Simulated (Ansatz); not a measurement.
**Geometry relaxation of W (part 3 of 3)**

W (8 atoms in the cell); DFT, PBE, plane waves, PAW, no spin polarisation (Ansatz 0.2.0); cutoff 240 eV, 8×8×8 k-mesh, Fermi–Dirac smearing of 0.15 eV. The structure derives from an entry of the Crystallography Open Database. The settings are looser than a standard set-up, so the numbers are not reference values.

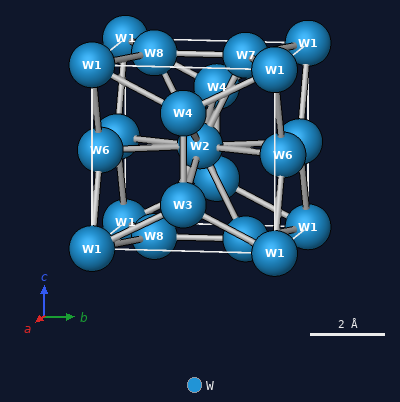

Fig. 1: The geometry at step 6 of the log (ball-and-stick view of the cell of the calculation, seen slightly off an axis; atoms are numbered from 1 in the order of the input).

## Output, continued
```
--- Band table (eV; the first three rows and the last of 35) ---
  k-point 0: bands = ["-52.8205", "-52.7822", "-52.7822", "-52.6502", "-52.6502", "-52.6502", "-52.4221", "-52.4106", "-17.6798", "-17.6798", "-17.5741", "-17.2755", "-17.2755", "-17.2755", "-16.8984", "-16.8984", "-16.8984", "-16.7240", "-16.7240", "-16.7240", "-16.6507", "-16.6507", "-16.6507", "-16.3492", "-16.3492", "-16.3492", "-16.3358", "-16.3358", "-16.3358", "-15.9755", "-15.9755", "-15.9755", "12.2983", "15.7486", "15.7486", "16.6979", "17.2236", "17.2236", "17.2236", "17.7733", "18.1551", "18.1551", "18.1551", "18.7416", "18.7416", "18.7416", "18.8395", "19.4363", "19.4363", "19.4494", "19.4494", "19.4494", "20.0265", "20.0265", "21.0448", "21.0448", "21.0448", "23.0882", "23.0882", "23.0882", "23.1037", "23.1037", "23.1037", "23.2983", "23.2983", "24.4172", "24.4172", "25.3498", "25.3498"]
  k-point 1: bands = ["-52.8175", "-52.7815", "-52.7769", "-52.6558", "-52.6502", "-52.6502", "-52.4203", "-52.4118", "-17.6868", "-17.6548", "-17.5520", "-17.2469", "-17.2469", "-17.1930", "-16.9186", "-16.9186", "-16.8812", "-16.7205", "-16.7103", "-16.7103", "-16.6581", "-16.6581", "-16.6482", "-16.3668", "-16.3423", "-16.3423", "-16.3191", "-16.3081", "-16.3081", "-16.0131", "-15.9601", "-15.9601", "12.4439", "15.6958", "15.9071", "16.4018", "17.2267", "17.2267", "17.6236", "17.7933", "18.0357", "18.0357", "18.1687", "18.4074", "18.7818", "18.7956", "18.7956", "18.9225", "19.5341", "19.5341", "19.7551", "19.8839", "20.0627", "20.0892", "21.0389", "21.0389", "21.2153", "22.3352", "23.0091", "23.0091", "23.0700", "23.3035", "23.3060", "23.3060", "24.1827", "24.2537", "24.3043", "25.4048", "25.4048"]
  k-point 2: bands = ["-52.8103", "-52.7836", "-52.7657", "-52.6713", "-52.6504", "-52.6504", "-52.4195", "-52.4136", "-17.6919", "-17.6516", "-17.4198", "-17.2279", "-17.2279", "-17.1239", "-16.9588", "-16.9588", "-16.8542", "-16.7134", "-16.6905", "-16.6905", "-16.6678", "-16.6678", "-16.6655", "-16.4519", "-16.3619", "-16.3274", "-16.3274", "-16.2956", "-16.2956", "-16.2101", "-15.9545", "-15.9545", "12.8614", "15.4962", "16.0034", "16.2273", "17.1938", "17.1938", "17.6097", "17.8581", "17.8581", "17.9531", "18.2126", "18.2760", "18.6475", "18.8280", "18.8677", "18.8677", "19.8262", "19.8262", "19.9228", "20.0089", "20.2663", "20.3095", "20.9269", "20.9269", "21.6071", "21.6287", "22.7104", "22.7104", "23.0269", "23.3982", "23.7332", "23.7332", "23.9423", "24.0319", "25.1008", "25.1269", "25.3418"]
  k-point 34: bands = ["-52.7204", "-52.7204", "-52.7204", "-52.7204", "-52.7204", "-52.7204", "-52.4208", "-52.4208", "-17.0457", "-17.0457", "-17.0457", "-17.0457", "-17.0457", "-17.0457", "-16.9900", "-16.9900", "-16.7008", "-16.7008", "-16.7008", "-16.7008", "-16.7008", "-16.7008", "-16.6771", "-16.6771", "-16.6771", "-16.6771", "-16.3753", "-16.3753", "-16.3753", "-16.3753", "-16.3753", "-16.3753", "16.4859", "16.4859", "16.4859", "16.4859", "16.4859", "16.4859", "16.9852", "16.9852", "18.2909", "18.2909", "18.2909", "18.2909", "19.1570", "19.1570", "19.1570", "19.1570", "19.1570", "19.1570", "20.1424", "20.1424", "20.1424", "20.1424", "20.1424", "20.1424", "22.8443", "22.8443", "22.8443", "22.8443", "22.8443", "22.8443", "24.4563", "24.4563", "24.4563", "24.4563", "24.4563", "24.4563", "25.2945"]
--- Relaxed structure (6 steps of the walk, 5 accepted, 4 SCFs on fresh bases) ---
  F+E_penalty+E_count = -83071.82158702 eV   max|allowed force component| = 4.424e-17 eV/Å   (the final SCF, on the basis selected at the relaxed cell)
  cell:  # Å, volume = 131.6210 Å³
    - [5.086765593300897, -1.118443691662379e-34, 0.0]
    - [-1.118443691662379e-34, 5.086765593300897, 0.0]
    - [0.0, 0.0, 5.086765593300897]
  atoms:
    - { symbol: W, position: [8.086145155541291e-36, -1.3171957583542986e-36, -1.0724003483720912e-36] }
    - { symbol: W, position: [0.49999999999999994, 0.49999999999999994, 0.49999999999999994] }
    - { symbol: W, position: [-1.2326440785886108e-35, 0.49999999999999994, 0.24999999999999997] }
    - { symbol: W, position: [2.95834578861267e-37, 0.49999999999999994, 0.7499999999999999] }
    - { symbol: W, position: [0.24999999999999997, 7.304051747740543e-35, 0.49999999999999994] }
    - { symbol: W, position: [0.7499999999999999, -4.899895032835824e-35, 0.49999999999999994] }
    - { symbol: W, position: [0.49999999999999994, 0.7499999999999999, 5.83040649172413e-36] }
    - { symbol: W, position: [0.49999999999999994, 0.24999999999999997, 7.40819091231755e-36] }
```

## Trajectory as extended XYZ (Å, eV, eV/Å), 10 frames, from step=1 to step=10
```
8
Lattice="5.0861 0.0000 0.0000 0.0000 5.0861 0.0000 0.0000 0.0000 5.0861" Properties=species:S:1:pos:R:3:forces:R:3 step=1 energy=-83071.79360 pressure_GPa=0.15
W     0.0000    0.0000    0.0000    0.0000   0.0000   0.0000
W     2.5430    2.5430    2.5430    0.0000   0.0000   0.0000
W     0.0000    2.5430    1.2715    0.0000   0.0000   0.0000
W     0.0000    2.5430    3.8145    0.0000   0.0000   0.0000
W     1.2715    0.0000    2.5430    0.0000   0.0000   0.0000
W     3.8145    0.0000    2.5430    0.0000   0.0000   0.0000
W     2.5430    3.8145    0.0000    0.0000   0.0000   0.0000
W     2.5430    1.2715    0.0000    0.0000   0.0000   0.0000
8
Lattice="5.0898 0.0000 0.0000 0.0000 5.0898 0.0000 0.0000 0.0000 5.0898" Properties=species:S:1:pos:R:3:forces:R:3 step=2 energy=-83071.69906 pressure_GPa=-1.10 accepted=F
W     0.0000    0.0000    0.0000    0.0000   0.0000   0.0000
W     2.5449    2.5449    2.5449    0.0000   0.0000   0.0000
W     0.0000    2.5449    1.2725    0.0000   0.0000   0.0000
W     0.0000    2.5449    3.8174    0.0000   0.0000   0.0000
W     1.2725    0.0000    2.5449    0.0000   0.0000   0.0000
W     3.8174    0.0000    2.5449    0.0000   0.0000   0.0000
W     2.5449    3.8174    0.0000    0.0000   0.0000   0.0000
W     2.5449    1.2725    0.0000    0.0000   0.0000   0.0000
8
Lattice="5.0865 0.0000 0.0000 0.0000 5.0865 0.0000 0.0000 0.0000 5.0865" Properties=species:S:1:pos:R:3:forces:R:3 step=3 energy=-83071.78244 pressure_GPa=-0.00
W     0.0000    0.0000    0.0000    0.0000   0.0000   0.0000
W     2.5433    2.5433    2.5433    0.0000   0.0000   0.0000
W     0.0000    2.5433    1.2716    0.0000   0.0000   0.0000
W     0.0000    2.5433    3.8149    0.0000   0.0000   0.0000
W     1.2716    0.0000    2.5433    0.0000   0.0000   0.0000
W     3.8149    0.0000    2.5433    0.0000   0.0000   0.0000
W     2.5433    3.8149    0.0000    0.0000   0.0000   0.0000
W     2.5433    1.2716    0.0000    0.0000   0.0000   0.0000
8
Lattice="5.0865 0.0000 0.0000 0.0000 5.0865 0.0000 0.0000 0.0000 5.0865" Properties=species:S:1:pos:R:3:forces:R:3 step=4 energy=-83071.82800 pressure_GPa=0.05
W     0.0000    0.0000    0.0000    0.0000   0.0000   0.0000
W     2.5433    2.5433    2.5433    0.0000   0.0000   0.0000
W     0.0000    2.5433    1.2716    0.0000   0.0000   0.0000
W     0.0000    2.5433    3.8149    0.0000   0.0000   0.0000
W     1.2716    0.0000    2.5433    0.0000   0.0000   0.0000
W     3.8149    0.0000    2.5433    0.0000   0.0000   0.0000
W     2.5433    3.8149    0.0000    0.0000   0.0000   0.0000
W     2.5433    1.2716    0.0000    0.0000   0.0000   0.0000
8
Lattice="5.0866 0.0000 0.0000 0.0000 5.0866 0.0000 0.0000 0.0000 5.0866" Properties=species:S:1:pos:R:3:forces:R:3 step=5 energy=-83071.82455 pressure_GPa=0.01
W     0.0000    0.0000    0.0000    0.0000   0.0000   0.0000
W     2.5433    2.5433    2.5433    0.0000   0.0000   0.0000
W     0.0000    2.5433    1.2717    0.0000   0.0000   0.0000
W     0.0000    2.5433    3.8150    0.0000   0.0000   0.0000
W     1.2717    0.0000    2.5433    0.0000   0.0000   0.0000
W     3.8150    0.0000    2.5433    0.0000   0.0000   0.0000
W     2.5433    3.8150    0.0000    0.0000   0.0000   0.0000
W     2.5433    1.2717    0.0000    0.0000   0.0000   0.0000
8
Lattice="5.0866 0.0000 0.0000 0.0000 5.0866 0.0000 0.0000 0.0000 5.0866" Properties=species:S:1:pos:R:3:forces:R:3 step=6 energy=-83071.82455 pressure_GPa=0.02
W     0.0000    0.0000    0.0000    0.0000   0.0000   0.0000
W     2.5433    2.5433    2.5433    0.0000   0.0000   0.0000
W     0.0000    2.5433    1.2717    0.0000   0.0000   0.0000
W     0.0000    2.5433    3.8150    0.0000   0.0000   0.0000
W     1.2717    0.0000    2.5433    0.0000   0.0000   0.0000
W     3.8150    0.0000    2.5433    0.0000   0.0000   0.0000
W     2.5433    3.8150    0.0000    0.0000   0.0000   0.0000
W     2.5433    1.2717    0.0000    0.0000   0.0000   0.0000
8
Lattice="5.0867 0.0000 0.0000 0.0000 5.0867 0.0000 0.0000 0.0000 5.0867" Properties=species:S:1:pos:R:3:forces:R:3 step=7 energy=-83071.82276 pressure_GPa=0.01
W     0.0000    0.0000    0.0000    0.0000   0.0000   0.0000
W     2.5434    2.5434    2.5434    0.0000   0.0000   0.0000
W     0.0000    2.5434    1.2717    0.0000   0.0000   0.0000
W     0.0000    2.5434    3.8150    0.0000   0.0000   0.0000
W     1.2717    0.0000    2.5434    0.0000   0.0000   0.0000
W     3.8150    0.0000    2.5434    0.0000   0.0000   0.0000
W     2.5434    3.8150    0.0000    0.0000   0.0000   0.0000
W     2.5434    1.2717    0.0000    0.0000   0.0000   0.0000
8
Lattice="5.0867 0.0000 0.0000 0.0000 5.0867 0.0000 0.0000 0.0000 5.0867" Properties=species:S:1:pos:R:3:forces:R:3 step=8 energy=-83071.82276 pressure_GPa=0.01
W     0.0000    0.0000    0.0000    0.0000   0.0000   0.0000
W     2.5434    2.5434    2.5434    0.0000   0.0000   0.0000
W     0.0000    2.5434    1.2717    0.0000   0.0000   0.0000
W     0.0000    2.5434    3.8150    0.0000   0.0000   0.0000
W     1.2717    0.0000    2.5434    0.0000   0.0000   0.0000
W     3.8150    0.0000    2.5434    0.0000   0.0000   0.0000
W     2.5434    3.8150    0.0000    0.0000   0.0000   0.0000
W     2.5434    1.2717    0.0000    0.0000   0.0000   0.0000
8
Lattice="5.0868 0.0000 0.0000 0.0000 5.0868 0.0000 0.0000 0.0000 5.0868" Properties=species:S:1:pos:R:3:forces:R:3 step=9 energy=-83071.82159 pressure_GPa=0.00
W     0.0000    0.0000    0.0000    0.0000   0.0000   0.0000
W     2.5434    2.5434    2.5434    0.0000   0.0000   0.0000
W     0.0000    2.5434    1.2717    0.0000   0.0000   0.0000
W     0.0000    2.5434    3.8151    0.0000   0.0000   0.0000
W     1.2717    0.0000    2.5434    0.0000   0.0000   0.0000
W     3.8151    0.0000    2.5434    0.0000   0.0000   0.0000
W     2.5434    3.8151    0.0000    0.0000   0.0000   0.0000
W     2.5434    1.2717    0.0000    0.0000   0.0000   0.0000
8
Lattice="5.0868 0.0000 0.0000 0.0000 5.0868 0.0000 0.0000 0.0000 5.0868" Properties=species:S:1:pos:R:3:forces:R:3 step=10 energy=-83071.82159 pressure_GPa=0.00
W     0.0000    0.0000    0.0000    0.0000   0.0000   0.0000
W     2.5434    2.5434    2.5434    0.0000   0.0000   0.0000
W     0.0000    2.5434    1.2717    0.0000   0.0000   0.0000
W     0.0000    2.5434    3.8151    0.0000   0.0000   0.0000
W     1.2717    0.0000    2.5434    0.0000   0.0000   0.0000
W     3.8151    0.0000    2.5434    0.0000   0.0000   0.0000
W     2.5434    3.8151    0.0000    0.0000   0.0000   0.0000
W     2.5434    1.2717    0.0000    0.0000   0.0000   0.0000
```

This output came from the following input.

## The input
```yaml
crystal:
  lattice:
    - [5.0860611861, 0.0, 0.0]
    - [0.0, 5.0860611861, 0.0]
    - [0.0, 0.0, 5.0860611861]
  atoms:
    - { symbol: W, position: [0.0, 0.0, 0.0] }
    - { symbol: W, position: [0.5, 0.5, 0.5] }
    - { symbol: W, position: [0.0, 0.5, 0.25] }
    - { symbol: W, position: [0.0, 0.5, 0.75] }
    - { symbol: W, position: [0.25, 0.0, 0.5] }
    - { symbol: W, position: [0.75, 0.0, 0.5] }
    - { symbol: W, position: [0.5, 0.75, 0.0] }
    - { symbol: W, position: [0.5, 0.25, 0.0] }
basis:
  ecutwfc: 240.0
kpoints:
  mp_grid: { grid: [8, 8, 8] }
hamiltonian:
  xc: pbe
scf:
  occupations: { method: fermi_dirac, width: 0.15 }
output:
  forces: true
  stress: true
  eigenvalues: true
  write_density: true
  write_potential: true
  elf: true
  volumetric_format: npy
relax:
  adjacent_minimum: "off"
  f_tol: 0.001
  max_steps: 60
  cell: { stress_tol: 0.01 }
```

Run as:
```bash
ansatz run input.yaml --threads 1 --pin off --max-ram 2560MiB --backend cpu --events-out ev --progress --plain --runs-dir out
```

## Key numbers

- outcome: converged
- space group (tolerance 0.01 Å): Pm-3n (223)
- electrons treated: 112
- free energy: −83071.8216 eV
- Fermi energy: 21.491 eV
- gap on the k-point mesh: none (metallic)
- pressure: 0.00 GPa
- final volume: 131.62 Å³
- largest force (length of the vector) at the end: under 0.001 eV/Å
- final cell: a = 5.087 Å, b = 5.087 Å, c = 5.087 Å, α = 90.00°, β = 90.00°, γ = 90.00°
- hardware: 1 thread of Arm Neoverse V1, 24 GiB of memory available, shared host
- wall time: 96 s
- peak memory: 0.39 GiB

## Remarks

Settings chosen away from the usual ones: cell and atoms relaxed tightly for response. These settings are looser than, or depart from, a standard set-up, so the numbers are not reference values for this system. Results for this metal are sensitive to the k-point mesh. Warnings of the run: the cutoff is below the recommended one. Spin–orbit coupling is left out, which matters for W.
